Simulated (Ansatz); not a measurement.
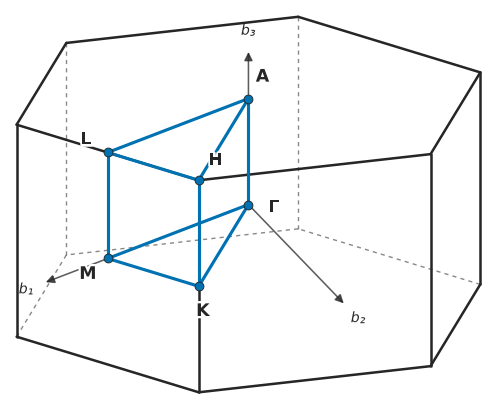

Crystal: Ir, coordinates from a relaxation with DFT, PBEsol, plane waves (420 eV) with PAW, scalar-relativistic in Ansatz 0.2.0; the starting structure was generated, so it need not be a known form of this composition. The figure shows the first Brillouin zone with its special points and a band path. The drawing is computed from the coordinates (standard cell, symmetry found to 0.002 Å).

Labels and path follow the convention of Hinuma et al. (2017), as computed by seekpath; the arrows show the directions of the reciprocal primitive vectors b₁, b₂, b₃.

What lattice type do the shape and the labels point to?

Answer. A primitive hexagonal lattice (hP; extended symbol hP2). The zone is a hexagonal prism in its combinatorial type: 8 faces (6 with 4 edges, 2 with 6 edges), 18 edges, 12 vertices.

In which order does the conventional band path visit the special points?

Answer. Γ–M–K–Γ–A–L–H–A | L–M | H–K
